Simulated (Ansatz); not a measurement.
**What a change does: single-point calculation on B$_{5}$N**

System: B$_{5}$N (P-6m2, 6 atoms in the cell).
Method of run 1: DFT PBE, scalar-relativistic, plane waves, PAW, spin-polarised (Ansatz 0.2.0).

The structure was made by a generator, so it may or may not be a known phase. Text and figures count atoms from 1; the logs count them from 0 in places.

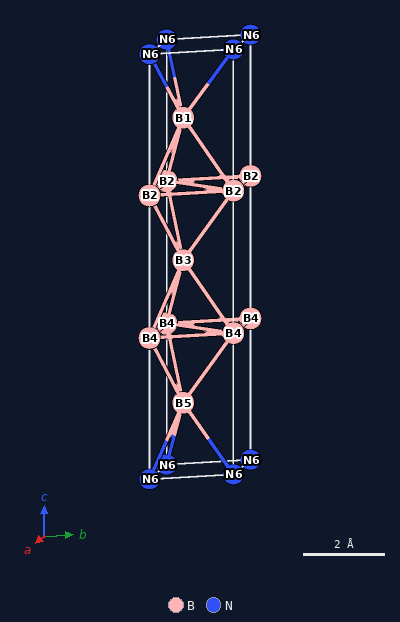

The structure as given in the input (ball-and-stick view of the cell of the calculation, seen slightly off an axis; atoms are numbered from 1 in the order of the input). An atom can appear more than once, as a periodic image.

**The input, run 1**
```yaml
crystal:
  lattice:
    - [2.21539544, 0.0, 0.0]
    - [-1.10769772, 1.91858873, 0.0]
    - [0.0, 0.0, 10.76846295]
  atoms:
    - { symbol: B, position: [0.66666667, 0.33333333, 0.83533365] }
    - { symbol: B, position: [0.0, 0.0, 0.66764224] }
    - { symbol: B, position: [0.66666667, 0.33333333, 0.5] }
    - { symbol: B, position: [0.0, 0.0, 0.33235776] }
    - { symbol: B, position: [0.66666667, 0.33333333, 0.16466635] }
    - { symbol: "N", position: [0.0, 0.0, 0.0], spin: 1.0 }
basis:
  ecutwfc: 420
kpoints:
  mp_grid: { grid: [12, 12, 2] }
hamiltonian:
  xc: pbe
scf:
  occupations: { method: gaussian, width: 0.1 }
  lower_state_search: "off"
output:
  forces: true
  stress: true
  eigenvalues: true
  populations: true
magnetization:
  spin_polarized: true
```

Command:
```bash
ansatz run input.yaml --threads 1 --pin off --max-ram 2560MiB --backend cpu --events-out ev --progress --plain --runs-dir out
```

Hardware: 1 thread of Arm Neoverse V1, 24 GiB of memory available, shared host.

**Output, shortened to warnings, some set-up lines, iterations and results (run 1)**
```
WARN: the starting moments were not kept: the SCF closed with an absolute magnetisation of 2.6e-6 μB, where they sum to 1 μB in size (1 site). That is at most 0.1 of that sum. Measured as dr2_m measures the in/out step, that magnetisation stands 1.0e-12 eV from none, at or under the dr2_threshold of 1.0e-7 eV: it is no larger than a step whose dr2_m would equal this threshold. The system may hold …
Basis set: ecut = 420 eV, 935 PW (Γ), exchange–correlation on 30×30×144 points (8 copies of the dense FFT grid, shifted against one another)
Symmetry: 12 space group operations
k-points: 38 of 288 (time reversal used)
Initial density: superposition of atomic densities (chi_scale 0.1, normalization cell, long waves of neutral atoms (reshape's long-wave potential 3.81 eV rms, cloud 1.55 Å wide))
[...]
SCF iter   1: F=—  HF=-1151.169139 eV  |F-HF|=—  |Δ(HF+E_count)|=         —  Δρ=5.78e-2 (↑5.78e-2 ↓2.00e-2)  dr2=1.57e1  dr2_m=1.95e-1  M=0.389 μB ∫|m|=0.427 μB  β_m=0.30  …
SCF iter   2: F=—  HF=-1150.521990 eV  |F-HF|=—  |Δ(HF+E_count)|=   6.47e-1  Δρ=2.32e-2 (↑2.32e-2 ↓1.72e-2)  dr2=1.32e0  dr2_m=1.13e-1  M=0.296 μB ∫|m|=0.377 μB  β_m=0.30  …
SCF iter   3: F=—  HF=-1150.516533 eV  |F-HF|=—  |Δ(HF+E_count)|=   5.46e-3  Δρ=2.54e-2 (↑1.04e-2 ↓2.54e-2)  dr2=1.56e0  dr2_m=4.99e-2  M=0.360 μB ∫|m|=0.388 μB  β_m=0.30  …
SCF iter   4: F=—  HF=-1150.530104 eV  |F-HF|=—  |Δ(HF+E_count)|=   1.36e-2  Δρ=2.49e-2 (↑2.49e-2 ↓6.13e-3)  dr2=1.89e0  dr2_m=7.72e-2  M=0.189 μB ∫|m|=0.252 μB  β_m=0.30  …
SCF iter   5: F=—  HF=-1150.500209 eV  |F-HF|=—  |Δ(HF+E_count)|=   2.99e-2  Δρ=1.25e-2 (↑1.03e-2 ↓1.25e-2)  dr2=3.25e-1  dr2_m=4.95e-2  M=0.168 μB ∫|m|=0.216 μB  β_m=0.30  …
[... 12 lines ...]
SCF iter  18: F=—  HF=-1150.533701 eV  |F-HF|=—  |Δ(HF+E_count)|=   3.90e-7  Δρ=2.73e-5 (↑1.21e-5 ↓2.73e-5)  dr2=7.56e-7  dr2_m=1.49e-7  M=-0.000 μB ∫|m|=0.000 μB  β_m=0.77  …
SCF iter  19: F=-1150.533701 eV  HF=-1150.533701 eV  |F-HF|=5.17e-8  |Δ(HF+E_count)|=   1.13e-7  Δρ=3.25e-6 (↑1.59e-6 ↓3.25e-6)  dr2=5.39e-8  dr2_m=1.14e-9  M=-0.000 μB …
SCF iter  20: F=-1150.533701 eV  HF=-1150.533701 eV  |F-HF|=8.87e-12  |Δ(HF+E_count)|=  5.41e-10  Δρ=4.88e-7 (↑2.59e-7 ↓4.88e-7)  dr2=7.92e-11  dr2_m=5.10e-11  M=-0.000 μB …
SCF iter  21: F=-1150.533701 eV  HF=-1150.533701 eV  |F-HF|=5.03e-10  |Δ(HF+E_count)|=  1.48e-10  Δρ=3.35e-7 (↑3.35e-7 ↓2.94e-7)  dr2=5.44e-10  dr2_m=2.89e-12  M=-0.000 μB …
SCF 1 converged in 21 iterations: F = -1150.533701 eV  dr2 = 5.44e-10
SCF converged after 21 iterations
Magnetization: -0.0000 μB (10.0000 up, 10.0000 down)
Absolute magnetization: 0.0000 μB (∫|ρ↑−ρ↓|, with the PAW one-centre terms)
Spin contamination: 0.0000 ħ² per cell (⟨S²⟩ above its minimum at these occupations)
Per-site moments (μB) at R_I (Å): [(3.1196147765596096e-7, 0.9018803753103538), (-2.003231945270076e-7, 0.9126339629649338), (-6.325764144039475e-8, 0.9126339629649337), (-2.0032319451355756e-7, 0.9126339629649337), (3.119614776709809e-7, 0.9018803753103537), (-7.644225683601868e-7, …
Free energy (F): -1150.533701 eV
Harris-Foulkes:  -1150.533701 eV  (|F-HF|=5.03e-10)
Internal energy: -1150.523392 eV  (E = F + TS)
E sigma→0 (E₀):  -1150.528547 eV
Entropy (-TS):   -0.010308 eV (-1.718 meV/atom)
Fermi energy:    10.125110 eV
--- Per-component energies (eV) ---
  E_band       = 65.595169
  E_kinetic    = 330.210646
  E_local      = -291.286068  (includes V_loc(G=0)·N_el)
  E_nonlocal   = 106.880686
  E_hartree    = 100.749833
  E_xc         = -209.984174
  E_vxc        = -253.352996  (∫ρ·V_xc dr)
  E_paw        = -516.208451  (= ΣΔE_a)
  E_vpaw       = -28.356718  (= ΣTr[D̂ρ^β])
  E_aug_tail   = 0.000062  (compensation charges beyond the density's cutoff)
  E_ewald      = -670.885927
  E_smearing   = -0.010308  (= −TS)
  E_closure    = -0.000000  (closes the sum)
  Σ components = -1150.533701   (vs F -1150.533701, Δ=0.00e0)
--- Forces (eV/Å), atoms counted from 1 ---
  atom   1  B      0.00000000    -0.00000000    -0.38269225
  atom   2  B      0.00000000     0.00000000     0.06038989
  atom   3  B      0.00000000    -0.00000000     0.00000000
  atom   4  B      0.00000000     0.00000000    -0.06038989
  atom   5  B      0.00000000    -0.00000000     0.38269225
  atom   6  N     -0.00000000     0.00000000     0.00000000
  max |Σ_I F_I| component: 1.30e-16 eV/Å
--- Stress (GPa, compression-positive) ---
      -32.741192       0.000000       0.000000
        0.000000     -32.741192       0.000000
        0.000000       0.000000     -29.265762
  P = ⅓ Tr σ = -31.5827 GPa (-315.827 kbar)
--- Löwdin populations: 6 sites ---
  site symbol       q [e]    m [muB]
     0      B      2.8909     0.0000
     1      B      2.9827    -0.0000
     2      B      2.9768    -0.0000
     3      B      2.9827    -0.0000
     4      B      2.8909     0.0000
     5      N      5.1592    -0.0000
  spilling = 0.005840 (of n_electrons = 20.000000)
```

The input of run 2 differs as follows (lines with − go, lines with + come):
```diff
-    - { symbol: "N", position: [0.0, 0.0, 0.0], spin: 1.0 }
+    - { symbol: "N", position: [0.0, 0.0, 0.0] }
-  populations: true
-magnetization:
-  spin_polarized: true
```

What does this change do to the results?

The energy is the same within 0.01 meV per atom. The SCF takes 7 iterations against 21. On the same kind of shared host run 2 took about 0.19 times as long. The two runs start from different initial densities, which also moves the count.

**Output, shortened to warnings, some set-up lines, iterations and results (run 2)**
```
Basis set: ecut = 420 eV, 935 PW (Γ), exchange–correlation on 30×30×144 points (8 copies of the dense FFT grid, shifted against one another)
Symmetry: 12 space group operations
k-points: 38 of 288 (time reversal used)
Initial density: superposition of atomic densities (neutral atoms: chi_scale 0, normalization atom), corrected by the library's trained network
[...]
SCF iter   1: F=—  HF=-1150.547309 eV  |F-HF|=—  |Δ(HF+E_count)|=         —  Δρ=8.68e-3  dr2=1.34e-1  ethr=1.77e-3  ⟨swp⟩=4.0  Hψ=2756  notcnv=0
SCF iter   2: F=—  HF=-1150.541766 eV  |F-HF|=—  |Δ(HF+E_count)|=   5.54e-3  Δρ=5.71e-3  dr2=9.84e-2  ethr=6.72e-4  ⟨swp⟩=1.0  Hψ=912  notcnv=0  defer=2
SCF iter   3: F=—  HF=-1150.536008 eV  |F-HF|=—  |Δ(HF+E_count)|=   5.76e-3  Δρ=2.19e-3  dr2=3.66e-2  ethr=4.92e-4  ⟨swp⟩=2.1  Hψ=787  notcnv=0  defer=2
SCF iter   4: F=—  HF=-1150.533786 eV  |F-HF|=—  |Δ(HF+E_count)|=   2.22e-3  Δρ=4.57e-4  dr2=8.82e-4  ethr=1.83e-4  ⟨swp⟩=1.0  Hψ=570  notcnv=0  defer=2
SCF iter   5: F=—  HF=-1150.533720 eV  |F-HF|=—  |Δ(HF+E_count)|=   6.60e-5  Δρ=1.19e-4  dr2=2.95e-5  ethr=4.41e-6  ⟨swp⟩=1.3  Hψ=620  notcnv=0  defer=2
SCF iter   6: F=—  HF=-1150.533701 eV  |F-HF|=—  |Δ(HF+E_count)|=   1.89e-5  Δρ=3.03e-5  dr2=5.24e-7  ethr=1.48e-7  ⟨swp⟩=2.0  Hψ=796  notcnv=0  defer=11
SCF iter   7: F=-1150.533701 eV  HF=-1150.533701 eV  |F-HF|=9.78e-9  |Δ(HF+E_count)|=   5.35e-8  Δρ=5.30e-6  dr2=1.77e-8  ethr=5.00e-10  ⟨swp⟩=5.8  Hψ=2271  notcnv=0
SCF 1 converged in 7 iterations: F = -1150.533701 eV  dr2 = 1.77e-8
SCF converged after 7 iterations
Free energy (F): -1150.533701 eV
Harris-Foulkes:  -1150.533701 eV  (|F-HF|=9.78e-9)
Internal energy: -1150.523392 eV  (E = F + TS)
E sigma→0 (E₀):  -1150.528546 eV
Entropy (-TS):   -0.010309 eV (-1.718 meV/atom)
Fermi energy:    10.125108 eV
--- Per-component energies (eV) ---
  E_band       = 65.595127
  E_kinetic    = 330.210596
  E_local      = -291.287213  (includes V_loc(G=0)·N_el)
  E_nonlocal   = 106.880663
  E_hartree    = 100.751035
  E_xc         = -209.984169
  E_vxc        = -253.352991  (∫ρ·V_xc dr)
  E_paw        = -516.208440  (= ΣΔE_a)
  E_vpaw       = -28.356706  (= ΣTr[D̂ρ^β])
  E_aug_tail   = 0.000062  (compensation charges beyond the density's cutoff)
  E_ewald      = -670.885927
  E_smearing   = -0.010309  (= −TS)
  E_closure    = -0.000000  (closes the sum)
  Σ components = -1150.533701   (vs F -1150.533701, Δ=0.00e0)
--- Forces (eV/Å), atoms counted from 1 ---
  atom   1  B      0.00000000    -0.00000000    -0.38270045
  atom   2  B      0.00000000     0.00000000     0.06043693
  atom   3  B      0.00000000    -0.00000000     0.00000000
  atom   4  B      0.00000000     0.00000000    -0.06043693
  atom   5  B      0.00000000    -0.00000000     0.38270045
  atom   6  N      0.00000000     0.00000000     0.00000000
  max |Σ_I F_I| component: 7.40e-17 eV/Å
--- Stress (GPa, compression-positive) ---
      -32.741182      -0.000000       0.000000
        0.000000     -32.741182       0.000000
        0.000000       0.000000     -29.265560
  P = ⅓ Tr σ = -31.5826 GPa (-315.826 kbar)
```

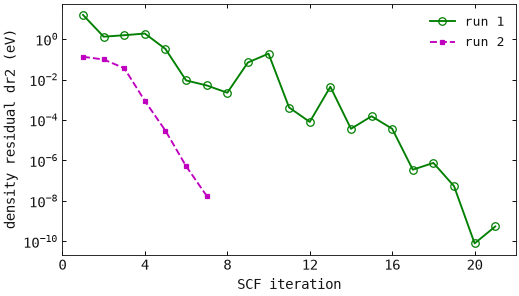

Convergence of the two runs: density residual dr2 against the SCF iteration. Run 1 takes 21 iterations in all, and run 2 takes 7.

**The two runs side by side**

| quantity | run 1 | run 2 |
| --- | --- | --- |
| outcome | converged | converged |
| free energy per atom (eV) | −191.7556 | −191.7556 |
| energy per atom, smearing taken to zero (eV) | −191.7548 | −191.7548 |
| gap on the mesh (eV) | 0.00 | 0.00 |
| net moment of the cell (μB) | 0.00 | – |
| absolute moment of the cell (μB) | 0.00 | – |
| pressure (GPa) | −31.58 | −31.58 |
| largest force (eV/Å) | 0.383 | 0.383 |
| SCF iterations | 21 | 7 |
| irreducible k-points | 38 | 38 |
| plane waves at Γ | 935 | 935 |
| wall time (shared host) | 13 s | 2.6 s |

For both runs: The cell is under a tension of 32 GPa at this level, so it is not at its equilibrium volume. For run 1: Warnings: some starting moments were not kept.
